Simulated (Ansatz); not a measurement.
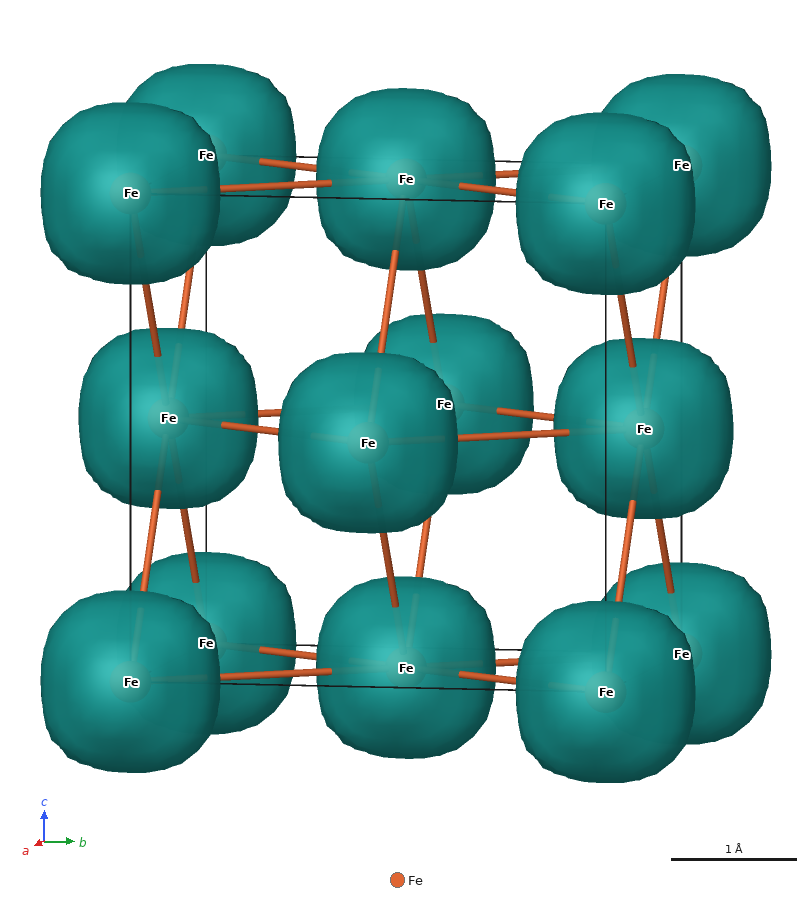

Figure. Fe. Isosurface of the magnetisation density (up minus down) at +0.3 e/Å³ (teal), seen slightly off an axis. Sticks mark near contacts.

Space group Fmmm; a structure from a database of computed crystals, not necessarily the ambient phase; spin-polarised.

The calculation used Kohn-Sham DFT of a periodic cell, PBE, Ansatz PAW in Ansatz 0.2.0.

Where is the spin, and how is it ordered?

The spin density sits on Fe: +2.2 μB (×4) in one cell of 4 atoms: parallel main moments, as they must be, since the calculation's own cell holds one magnetic site. The cell of the calculation (1 atoms) carries 2.2 μB of net spin moment.
